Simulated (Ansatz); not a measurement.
# KCl: what the fields show

```cif
data_structure
_symmetry_space_group_name_H-M 'P 1'
_symmetry_Int_Tables_number 1
_cell_length_a 4.7180
_cell_length_b 4.7180
_cell_length_c 12.8291
_cell_angle_alpha 90.000
_cell_angle_beta 90.000
_cell_angle_gamma 120.000
_cell_volume 247.31
loop_
_atom_site_label
_atom_site_type_symbol
_atom_site_fract_x
_atom_site_fract_y
_atom_site_fract_z
_atom_site_occupancy
K1 K 0.00000 0.00000 0.99262 1
K2 K 0.33333 0.66667 0.65929 1
K3 K 0.66667 0.33333 0.32596 1
Cl1 Cl 0.00000 0.00000 0.75738 1
Cl2 Cl 0.33333 0.66667 0.42404 1
Cl3 Cl 0.66667 0.33333 0.09071 1
```

Space group R3m; started from the zincblende prototype, which need not be the ambient phase; changed on purpose from its base cell (epitaxial 111 strain -4.9%).

Theory: DFT, HSE06, plane waves, PAW (Ansatz).

The density is the valence pseudo-density of a PAW calculation; it isn't the true density close to the nuclei.

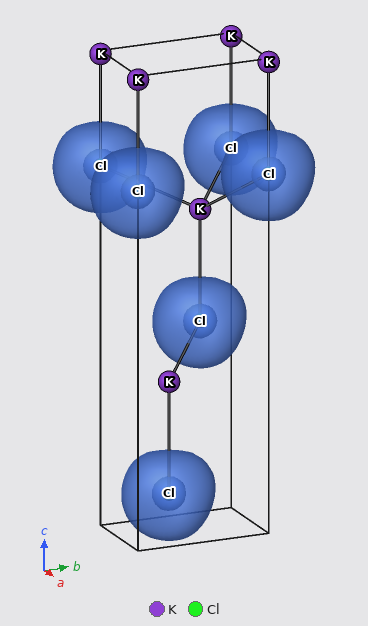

Figure 1. Isosurface of the ELF at 0.75 (blue), seen slightly off an axis. Core shells and regions of very low density are left out. Sticks mark near contacts.

Q: Identify the bonds, lone pairs and shells in this picture.

A: The surface consists of three regions wrapped around Cl (the valence shell of each), counted in one cell of 6 atoms. Regions shared between cells count once. Along the contacts the grid gives the following. K–Cl (3.00 Å): the ELF peaks at about 0.90 in the valence shell of Cl, 0.8 Å from its nucleus, and drops to about 0.05 between the two atoms (a closed-shell, largely ionic contact).

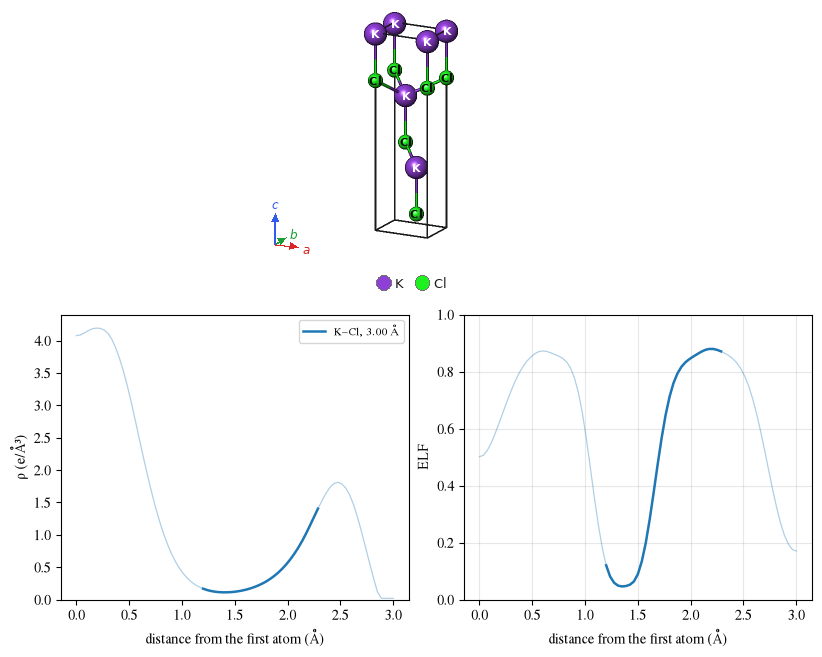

Figure 2. Valence electron density and electron localisation function along straight lines between neighbouring atoms. Thin, pale parts lie inside the atomic spheres. The structure is drawn too.

Q: What can be read from the curves?

A: K–Cl (3.00 Å): ρ at the midpoint is about 0.12 e/Å³; the ELF peaks at about 0.90 in the valence shell of Cl, 0.8 Å from its nucleus, and drops to about 0.05 between the two atoms (an ionic contact with no shared pair).

Q: Metal or insulator at this level of theory?

A: It is gapped, with a Kohn–Sham gap of 6.0 eV on the k-point mesh, an upper bound to the gap of this method.
